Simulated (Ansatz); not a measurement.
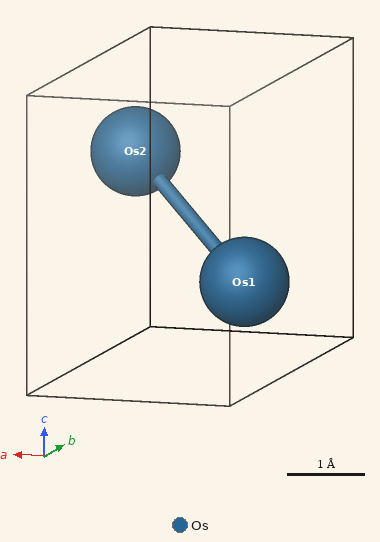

**Figure 1.** The input geometry of the first run (ball-and-stick view of the cell of the calculation, seen at an oblique angle; atoms are numbered from 1 in the order of the input). An atom can appear more than once, as a periodic image.

# Os: a changed input and its effect

System: Os (P6₃/mmc, 2 atoms in the cell).
Method of the first run: DFT PBEsol, scalar-relativistic, plane waves, PAW, no spin polarisation (Ansatz 0.2.0).

The structure derives from an entry of the Crystallography Open Database. Text and figures count atoms from 1; the logs count them from 0 in places.

The input, the first run:
```yaml
crystal:
  lattice:
    - [2.6895239996, 0.0, 0.0]
    - [-1.3447619998, 2.3291961078, 0.0]
    - [0.0, 0.0, 4.3453511174]
  atoms:
    - { symbol: Os, position: [0.3333333333, 0.6666666667, 0.25] }
    - { symbol: Os, position: [0.6666666667, 0.3333333333, 0.75] }
basis:
  ecutwfc: 420
kpoints:
  mp_grid: { grid: [15, 15, 8] }
hamiltonian:
  xc: pbesol
scf:
  occupations: { method: gaussian, width: 0.1 }
output:
  forces: true
  stress: true
  eigenvalues: true
  write_density: true
  write_potential: true
  elf: true
  volumetric_format: npy
```

Launched with:
```bash
ansatz run input.yaml --threads 2 --pin off --max-ram 5120MiB --backend cpu --events-out ev --progress --plain --runs-dir out
```

Hardware: 2 threads of Arm Neoverse V2, 24 GiB of memory available, shared host.

Output, shortened to warnings, some set-up lines, iterations and results (the first run):
```
Basis set: ecut = 420 eV, 549 PW (Γ), exchange–correlation on 36×36×60 points (8 copies of the dense FFT grid, shifted against one another)
Symmetry: 24 space group operations
k-points: 135 of 1800
Initial density: superposition of atomic densities (neutral atoms: chi_scale 0, normalization atom), corrected by the library's trained network
[...]
SCF iter   1: F=—  HF=-22502.094259 eV  |F-HF|=—  |Δ(HF+E_count)|=         —  Δρ=1.05e-2  dr2=1.35e-2  ethr=1.77e-3  ⟨swp⟩=4.7  Hψ=10606  notcnv=0
SCF iter   2: F=—  HF=-22502.093843 eV  |F-HF|=—  |Δ(HF+E_count)|=   4.16e-4  Δρ=5.96e-3  dr2=4.15e-3  ethr=4.21e-5  ⟨swp⟩=1.2  Hψ=3944  notcnv=0
SCF iter   3: F=—  HF=-22502.093699 eV  |F-HF|=—  |Δ(HF+E_count)|=   1.45e-4  Δρ=3.00e-4  dr2=1.58e-5  ethr=1.30e-5  ⟨swp⟩=2.0  Hψ=3713  notcnv=0
SCF iter   4: F=—  HF=-22502.093712 eV  |F-HF|=—  |Δ(HF+E_count)|=   1.32e-5  Δρ=5.15e-5  dr2=5.05e-7  ethr=4.93e-8  ⟨swp⟩=2.1  Hψ=3983  notcnv=0
SCF iter   5: F=-22502.093712 eV  HF=-22502.093712 eV  |F-HF|=5.42e-9  |Δ(HF+E_count)|=   1.14e-7  Δρ=6.85e-6  dr2=9.44e-9  ethr=1.58e-9  ⟨swp⟩=2.0  Hψ=3774  notcnv=0
SCF iter   6: F=-22502.093712 eV  HF=-22502.093712 eV  |F-HF|=5.82e-11  |Δ(HF+E_count)|=   2.31e-9  Δρ=8.76e-7  dr2=1.25e-10  ethr=2.95e-11  ⟨swp⟩=5.5  Hψ=14718  notcnv=0
SCF 1 converged in 6 iterations: F = -22502.093712 eV  dr2 = 1.25e-10
SCF converged after 6 iterations
Free energy (F): -22502.093712 eV
Harris-Foulkes:  -22502.093712 eV  (|F-HF|=5.82e-11)
Internal energy: -22502.087372 eV  (E = F + TS)
E sigma→0 (E₀):  -22502.090542 eV
Entropy (-TS):   -0.006340 eV (-3.170 meV/atom)
Fermi energy:    26.705331 eV
--- Per-component energies (eV) ---
  E_band       = -110.423468
  E_kinetic    = 1126.849143
  E_local      = -1516.428583  (includes V_loc(G=0)·N_el)
  E_nonlocal   = 3.151795
  E_hartree    = 634.899385
  E_xc         = -531.703068
  E_vxc        = -569.163952  (∫ρ·V_xc dr)
  E_paw        = -17760.259878  (= ΣΔE_a)
  E_vpaw       = -424.630220  (= ΣTr[D̂ρ^β])
  E_aug_tail   = -0.000157  (compensation charges beyond the density's cutoff)
  E_ewald      = -4459.091875
  E_core_change = 0.495866  (= ΣΔE_core)
  E_smearing   = -0.006340  (= −TS)
  E_closure    = 0.000000  (closes the sum)
  Σ components = -22502.093712   (vs F -22502.093712, Δ=0.00e0)
--- Forces (eV/Å), atoms counted from 1 ---
  atom   1  Os     0.00000000     0.00000000     0.00000000
  atom   2  Os     0.00000000    -0.00000000     0.00000000
  max |Σ_I F_I| component: 1.85e-17 eV/Å
--- Stress (GPa, compression-positive) ---
       13.637626      -0.000000       0.000000
        0.000000      13.637626       0.000000
        0.000000       0.000000       0.019058
  P = ⅓ Tr σ = 9.0981 GPa (90.981 kbar)
```

The input of the second run differs as follows (lines with − go, lines with + come):
```diff
-  ecutwfc: 420
+  ecutwfc: "550 eV"
+  convergence: { dr2_threshold: 0.0001 }
-  write_density: true
-  write_potential: true
-  elf: true
-  volumetric_format: npy
```

How does the second run compare with the first run?

The free energy of the second run is 2.4 meV per atom lower, which comes mainly from the change of cutoff or grids; a solver setting shouldn't move a converged energy. More plane waves can only lower the energy of a fixed Hamiltonian, so the higher cutoff gives the lower value. The number of SCF iterations is the same. The plane waves at Γ go from 549 to 785.

Output, shortened to warnings, some set-up lines, iterations and results (the second run):
```
Warning: scf.convergence.dr2_threshold = 1e-4 eV is looser than this run's default, which is 1e-7 eV or tighter. The error in the forces grows as the threshold's square root, so leave the key out unless less accurate forces are enough
Warning: output.stress: scf.convergence.dr2_threshold = 1e-4 eV is looser than the 2e-10 eV advised for a printed stress (1e-10 eV for each atom of the cell: 2). What an SCF threshold leaves in a stress goes as its square root, and in the free energy as the threshold itself, and one threshold admits the most on a small cell: of the crystals measured, under no hybrid functional and no lock of the …
Basis set: ecut = 550 eV, 785 PW (Γ), exchange–correlation on 48×48×72 points (8 copies of the dense FFT grid, shifted against one another)
Symmetry: 24 space group operations
k-points: 135 of 1800
Initial density: superposition of atomic densities (neutral atoms: chi_scale 0, normalization atom), corrected by the library's trained network
[...]
SCF iter   1: F=—  HF=-22502.099105 eV  |F-HF|=—  |Δ(HF+E_count)|=         —  Δρ=1.05e-2  dr2=1.35e-2  ethr=1.77e-3  ⟨swp⟩=4.7  Hψ=10694  notcnv=0
SCF iter   2: F=—  HF=-22502.098678 eV  |F-HF|=—  |Δ(HF+E_count)|=   4.27e-4  Δρ=5.93e-3  dr2=4.17e-3  ethr=4.22e-5  ⟨swp⟩=1.5  Hψ=4257  notcnv=0
SCF iter   3: F=—  HF=-22502.098501 eV  |F-HF|=—  |Δ(HF+E_count)|=   1.77e-4  Δρ=2.85e-4  dr2=1.28e-5  ethr=1.30e-5  ⟨swp⟩=2.1  Hψ=3778  notcnv=0
SCF iter   4: F=-22502.098502 eV  HF=-22502.098502 eV  |F-HF|=2.30e-7  |Δ(HF+E_count)|=   1.72e-6  Δρ=4.52e-5  dr2=3.90e-7  ethr=4.01e-8  ⟨swp⟩=2.2  Hψ=4078  notcnv=0
SCF iter   5: F=-22502.098502 eV  HF=-22502.098502 eV  |F-HF|=2.30e-9  |Δ(HF+E_count)|=   8.53e-8  Δρ=6.69e-6  dr2=5.80e-9  ethr=1.22e-9  ⟨swp⟩=2.2  Hψ=3962  notcnv=0
SCF iter   6: F=-22502.098502 eV  HF=-22502.098502 eV  |F-HF|=4.00e-11  |Δ(HF+E_count)|=  4.44e-10  Δρ=8.93e-7  dr2=8.15e-11  ethr=1.81e-11  ⟨swp⟩=1.7  Hψ=7896  notcnv=0
SCF 1 converged in 6 iterations: F = -22502.098502 eV  dr2 = 8.15e-11
SCF converged after 6 iterations
Free energy (F): -22502.098502 eV
Harris-Foulkes:  -22502.098502 eV  (|F-HF|=4.00e-11)
Internal energy: -22502.092164 eV  (E = F + TS)
E sigma→0 (E₀):  -22502.095333 eV
Entropy (-TS):   -0.006338 eV (-3.169 meV/atom)
Fermi energy:    26.705165 eV
--- Per-component energies (eV) ---
  E_band       = -110.462762
  E_kinetic    = 1126.853406
  E_local      = -1516.402933  (includes V_loc(G=0)·N_el)
  E_nonlocal   = 3.156375
  E_hartree    = 634.869945
  E_xc         = -531.703102
  E_vxc        = -569.164682  (∫ρ·V_xc dr)
  E_paw        = -17760.269620  (= ΣΔE_a)
  E_vpaw       = -424.644405  (= ΣTr[D̂ρ^β])
  E_aug_tail   = -0.000226  (compensation charges beyond the density's cutoff)
  E_ewald      = -4459.091875
  E_core_change = 0.495866  (= ΣΔE_core)
  E_smearing   = -0.006338  (= −TS)
  E_closure    = 0.000000  (closes the sum)
  Σ components = -22502.098502   (vs F -22502.098502, Δ=0.00e0)
--- Forces (eV/Å), atoms counted from 1 ---
  atom   1  Os     0.00000000     0.00000000     0.00000000
  atom   2  Os     0.00000000    -0.00000000     0.00000000
  max |Σ_I F_I| component: 2.78e-17 eV/Å
--- Stress (GPa, compression-positive) ---
       13.591257       0.000000       0.000000
        0.000000      13.591257       0.000000
        0.000000       0.000000      -0.034299
  P = ⅓ Tr σ = 9.0494 GPa (90.494 kbar)
```

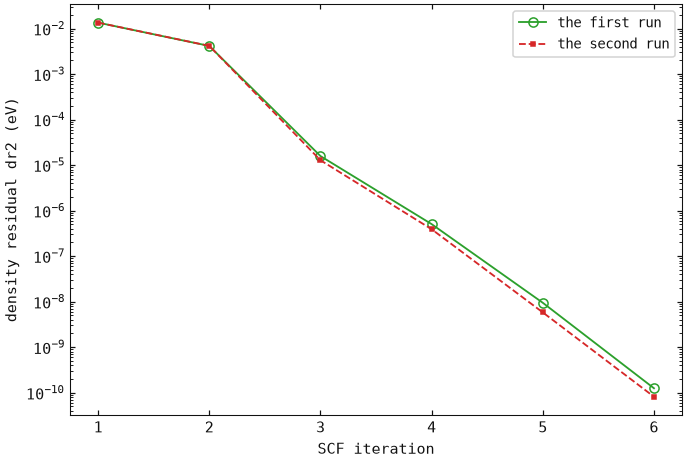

**Figure 2.** Convergence of the two runs: density residual dr2 against the SCF iteration. The first run takes 6 iterations in all, and the second run takes 6.

The two runs side by side:

| quantity | the first run | the second run |
| --- | --- | --- |
| outcome | converged | converged |
| free energy per atom (eV) | −11251.0469 | −11251.0493 |
| energy per atom, smearing taken to zero (eV) | −11251.0453 | −11251.0477 |
| gap on the mesh (eV) | 0.00 | 0.00 |
| pressure (GPa) | 9.10 | 9.05 |
| largest force (eV/Å) | 0.000 | 0.000 |
| SCF iterations | 6 | 6 |
| irreducible k-points | 135 | 135 |
| plane waves at Γ | 549 | 785 |
| wall time (shared host) | 1.9 s | 2 s |

For both runs: Spin–orbit coupling is left out, which matters for Os. For the second run: These settings are looser than, or depart from, a standard set-up, so the numbers are not reference values for this system. Warnings: the SCF threshold is loose for the printed forces; the SCF threshold is looser than advised for the printed stress.
